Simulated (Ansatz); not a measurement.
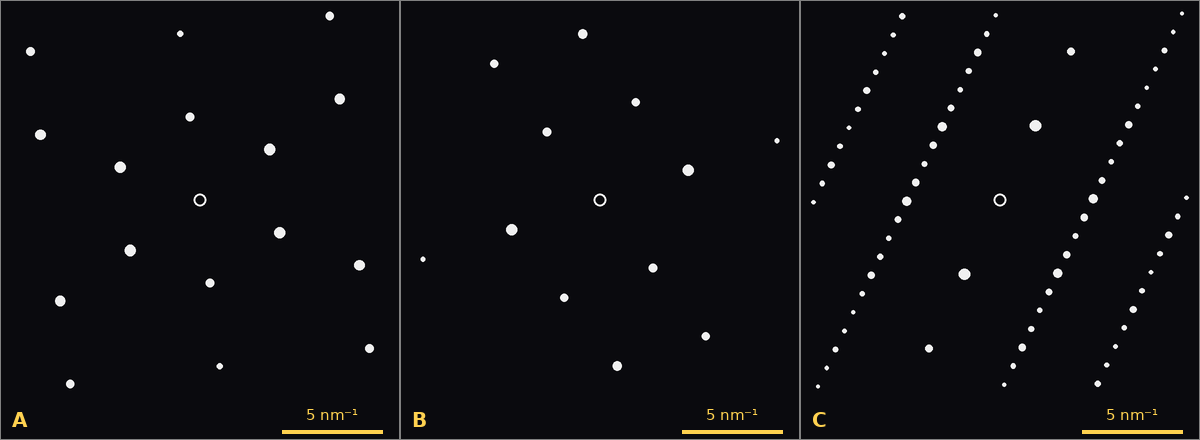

The patterns are kinematic simulations for 200 kV electrons (no multiple scattering; isotropic B = 0.5 Å²).

All three come from W, space group P6_3/mmc (No. 194), a = 2.76 Å, c = 9.72 Å (hexagonal axes). Structure: the geometry relaxed with Ansatz 0.2.0, DFT PBEsol, scalar-relativistic, plane waves, PAW; the starting structure was generated, so it need not be a known form of this composition.

Question: Assign the zone axes [100], [101], [311] to A, B and C.

Answer: A is [101]: centred rectangular net of 0 1 0 at d = 2.39 Å and 1 0 -1 at d = 2.32 Å, at 61.0°. B is [311]: oblique net of 0 1 -1 at d = 2.32 Å and -1 1 2 at d = 2.14 Å, at 70.7°. C is [100]: rectangular net of 0 0 1 (itself extinct) at d = 9.72 Å and 0 1 0 at d = 2.39 Å, at 90.0°.
